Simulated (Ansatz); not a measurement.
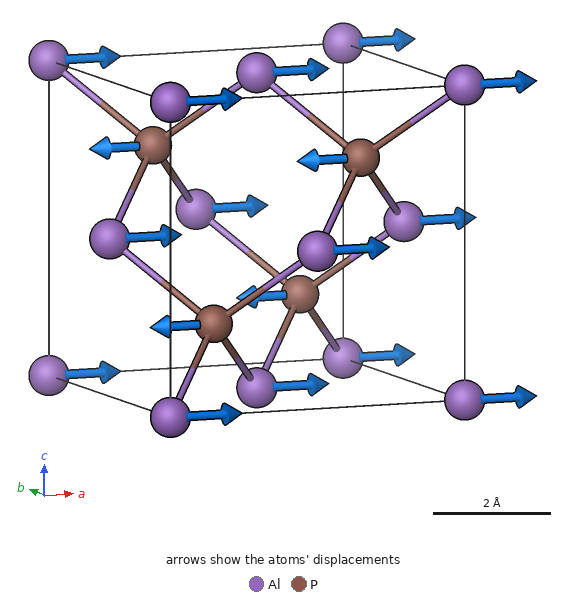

The lowest optical mode of crystalline AlP relaxed at 3 GPa, space group F-43m (No. 216), at the zone centre. The blue arrows give the relative displacements of the atoms. Style: ball-and-stick. Shown: the conventional cell (4 times the calculation's cell), slightly off an axis. Lengths and directions refer to the drawn axes.

Level of theory: DFT PBE, scalar-relativistic, plane waves, PAW (Ansatz).

Input
```yaml
crystal:
  lattice:
    - [0.0, 2.7231219392, 2.7231219392]
    - [2.7231219392, 0.0, 2.7231219392]
    - [2.7231219392, 2.7231219392, 0.0]
  atoms:
    - { symbol: Al, position: [0.0, 0.0, 0.0] }
    - { symbol: P, position: [0.75, 0.75, 0.75] }
basis:
  ecutwfc: 420
kpoints:
  mp_grid: { grid: [8, 8, 8] }
hamiltonian:
  xc: pbe
scf:
  occupations: { method: fixed }
output:
  eigenvalues: true
phonons:
  method: dfpt
  dielectric: true
  rigid_motions: translations
  eigenvectors: true
```

Launched with:
```bash
ansatz run input.yaml --threads 1 --pin off --max-ram 3072MiB --backend cpu --events-out ev --progress --plain --runs-dir out
```

Frequencies are those without the non-analytic (LO–TO) term.

### Is the structure stable against all modes at this point?

Yes: this softest mode has a real frequency, and so have all others here. That speaks for this wave vector alone: the rest of the zone wasn't checked in this run. This is the T₂ mode (triply degenerate; one member of the set is drawn) at 444 cm⁻¹, the only optical level, infrared- and Raman-active by symmetry. The Al sublattice moves against the P sublattice, along a; the kinetic energy is shared as Al 53 %, P 47 %. Its infrared intensity is 24 (D/Å)²/amu for the set. The value is the transverse one; the longitudinal partner lies at 499 cm⁻¹.
